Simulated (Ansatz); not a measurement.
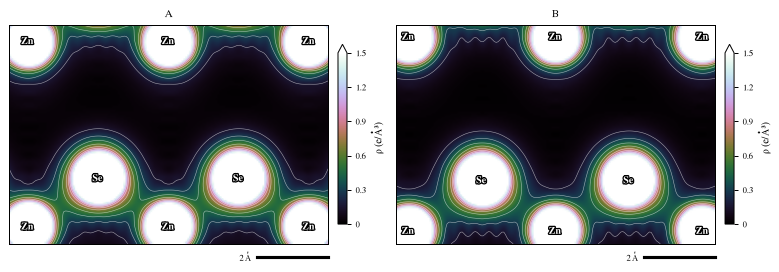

ZnSe. The valence electron density of two cells that differ in size, on the (010) plane of each (indices in the axes of the calculation cell), at one length scale and on one colour scale; one has 19.9 and the other 22.8 Å³ an atom.

The calculation used DFT LDA, scalar-relativistic, plane waves, PAW (Ansatz).

The density is the valence pseudo-density of a PAW calculation; it isn't the true density close to the nuclei.

The larger cell:

```cif
data_structure
_symmetry_space_group_name_H-M 'P 1'
_symmetry_Int_Tables_number 1
_cell_length_a 4.1030
_cell_length_b 4.1030
_cell_length_c 5.4152
_cell_angle_alpha 90.000
_cell_angle_beta 90.000
_cell_angle_gamma 90.000
_cell_volume 91.16
loop_
_atom_site_label
_atom_site_type_symbol
_atom_site_fract_x
_atom_site_fract_y
_atom_site_fract_z
_atom_site_occupancy
Zn1 Zn 0.00000 0.00000 0.00000 1
Zn2 Zn 0.50000 0.50000 0.00000 1
Se1 Se 0.00000 0.50000 0.26083 1
Se2 Se 0.50000 0.00000 0.73917 1
```

The smaller cell: a = 3.920 Å, b = 3.920 Å, c = 5.173 Å, α = 90.00°, β = 90.00°, γ = 90.00°.

### Which is the denser cell? Describe the effect of the change.

Panel A is the smaller cell, by 13 % in volume. From the larger cell to the smaller, Zn–Se goes from 2.49 to 2.38 Å, and the density at its midpoint from 0.42 to 0.51 e/Å³; the pressure goes from −2.1 to 9 GPa; the Kohn–Sham gap goes from 1.3 eV to 1.3 eV.
